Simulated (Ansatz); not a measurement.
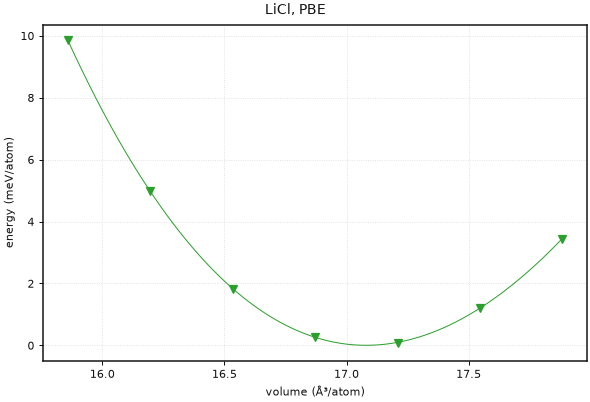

**Figure.** Energy against volume for LiCl, space group Fm-3m (No. 225).

A third-order Birch–Murnaghan fit gives V0 = 17.08 Å³/atom, B0 = 31.7 GPa and B′ = 4.3. The energy is 9.86 meV/atom at volume 15.86 Å³/atom and 3.45 meV/atom at 17.88 Å³/atom; the lowest computed point is at volume 17.21 Å³/atom (0.09 meV/atom).

Calculation (Ansatz 0.2.0): all-electron LAPW DFT, no spin polarisation; energies at scaled volumes of the given cell, shape and fractions fixed, counted from the fit's minimum, third-order Birch-Murnaghan fit. Level: PBE.

| setting | value |
| --- | --- |
| k mesh | 9×9×9 |
| occupations | Fermi–Dirac |
| smearing width | 0.05 eV |
| potentials | all electron LAPW, scalar relativistic |
| program settings | basis error eV/atom 0.0005 |

Cell as given: a = 3.627 Å, b = 3.627 Å, c = 3.627 Å, α = 60.00°, β = 60.00°, γ = 60.00°; 2 atoms.
